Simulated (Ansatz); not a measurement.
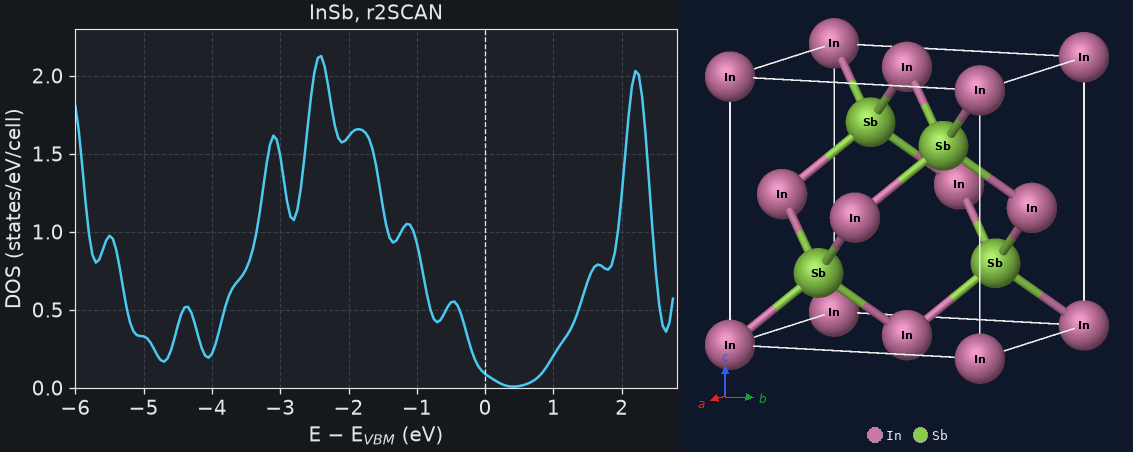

Write a caption that states what the plot shows.

Density of states of InSb, space group F-43m, 2 atoms in the cell, zincblende type, hydrostatic strain −3.7%, beside the structure. Level of theory: DFT, r2SCAN, plane waves, PAW, no spin polarisation, 6×6×6 k mesh, 500 eV cutoff; code Ansatz. Energies are counted from the top of the valence band. The curve is built from the levels of the k mesh with Gaussians 0.4 eV wide, which also blur the band edges.

There is a gap; over the k points computed it is 0.72 eV (direct among those points). Within the window shown, the tallest peak of the filled states lies 2.4 eV under the valence-band top, at about 2.1 states per eV and cell.

The cell is at 6 GPa in this functional. Spin-orbit coupling is left out, which matters for Sb.
